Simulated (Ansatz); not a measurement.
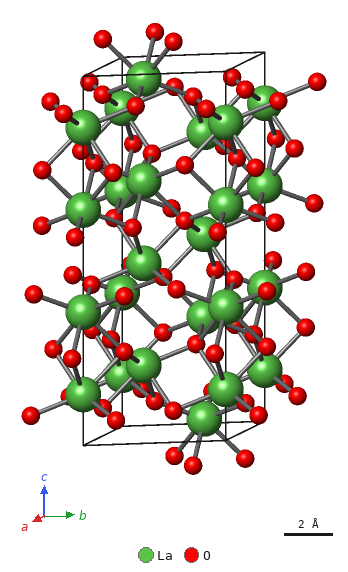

This is the input geometry for a relaxation of solid La₂O₃ (built on the corundum type). The picture is a ball-and-stick view of the conventional cell (3 times the calculation's cell), seen slightly off an axis. Lengths and directions refer to the drawn axes.

These are results of Ansatz, DFT, r2SCAN, plane waves, PAW, not measurements.

Input
```yaml
crystal:
  lattice:
    - [3.1282970075, 1.8061231194, 5.268725681]
    - [-3.1282970075, 1.8061231194, 5.268725681]
    - [0.0, -3.6122462388, 5.268725681]
  atoms:
    - { symbol: La, position: [0.8616714449, 0.8616714449, 0.8616714449] }
    - { symbol: La, position: [0.3616714449, 0.3616714449, 0.3616714449] }
    - { symbol: La, position: [0.1383285551, 0.1383285551, 0.1383285551] }
    - { symbol: La, position: [0.6383285551, 0.6383285551, 0.6383285551] }
    - { symbol: O, position: [0.4632063422, 0.0367936578, 0.75] }
    - { symbol: O, position: [0.0367936578, 0.75, 0.4632063422] }
    - { symbol: O, position: [0.5367936578, 0.9632063422, 0.25] }
    - { symbol: O, position: [0.25, 0.5367936578, 0.9632063422] }
    - { symbol: O, position: [0.9632063422, 0.25, 0.5367936578] }
    - { symbol: O, position: [0.75, 0.4632063422, 0.0367936578] }
kpoints:
  mp_grid: { grid: [4, 4, 4] }
hamiltonian:
  xc: r2scan
scf:
  occupations: { method: fermi_dirac, width: 0.02 }
relax:
  f_tol: 0.005
  cell: {}
```

Launched with:
```bash
ansatz run input.yaml --threads 2 --pin off --max-ram 20275MiB --backend cpu --events-out ev --progress --plain --runs-dir out
```

> Where does the relaxation end?

Over 4 accepted moves (6 points after the start) the energy falls by 9.6 meV per cell of the calculation. The largest force component goes from 0.018 to 0.0012 eV/Å. The pressure goes from −1.13 to 0.01 GPa. The line search rejected the trial step at point 1 of the run. The SCF was repeated once at an unchanged geometry on a basis and grid sized afresh for the cell, which shifted the energy by 1.0 meV per cell of the calculation at most. The largest moves relative to the cell, 0.014 Å, are those of La1, La2, La3 and La4. La1 goes along +c. By element the largest moves are La 0.014 Å, O 0.007 Å. Cell: a = b 6.257 → 6.251 Å (−0.1 %), c 15.806 → 15.628 Å (−1.1 %). Volume −1.3 %. Among the contacts that change: La1–La4 3.530 → 3.519 Å, La1–O10 2.517 → 2.507 Å, La1–O7 2.408 → 2.401 Å. The space group stays R-3c (No. 167).

Step by step:

```tsv
step	E − E(0), meV/atom	largest force component, eV/Å	pressure, GPa	volume, Å³/atom	note
0	0.00	0.0182	-1.13	17.861	
1	0.34	0.0499	1.58	17.380	rejected
2	-0.93	0.0357	-0.10	17.677	
3	-0.99	0.0186	-0.30	17.659	
4	-1.05	0.0183	0.01	17.624	
5	-1.06	0.0013	0.00	17.626	
6	-0.96	0.0012	0.01	17.626	same geometry, new basis
```

Final geometry:

```
La O
1.0
     3.12527    1.80438    5.20950
    -3.12527    1.80438    5.20950
     0.00000   -3.60875    5.20950
La O
4 6
Direct
  0.86259 0.86259 0.86259
  0.36259 0.36259 0.36259
  0.13741 0.13741 0.13741
  0.63741 0.63741 0.63741
  0.46437 0.03563 0.75000
  0.03563 0.75000 0.46437
  0.53563 0.96437 0.25000
  0.25000 0.53563 0.96437
  0.96437 0.25000 0.53563
  0.75000 0.46437 0.03563
```

The end point in the same view:

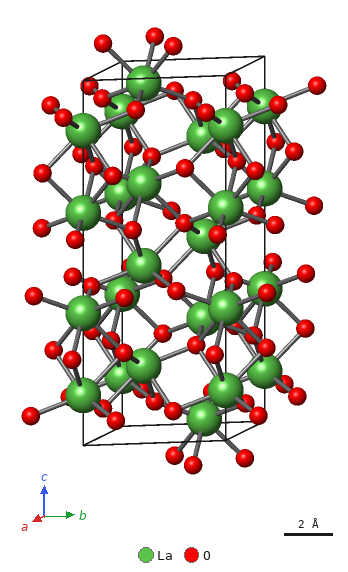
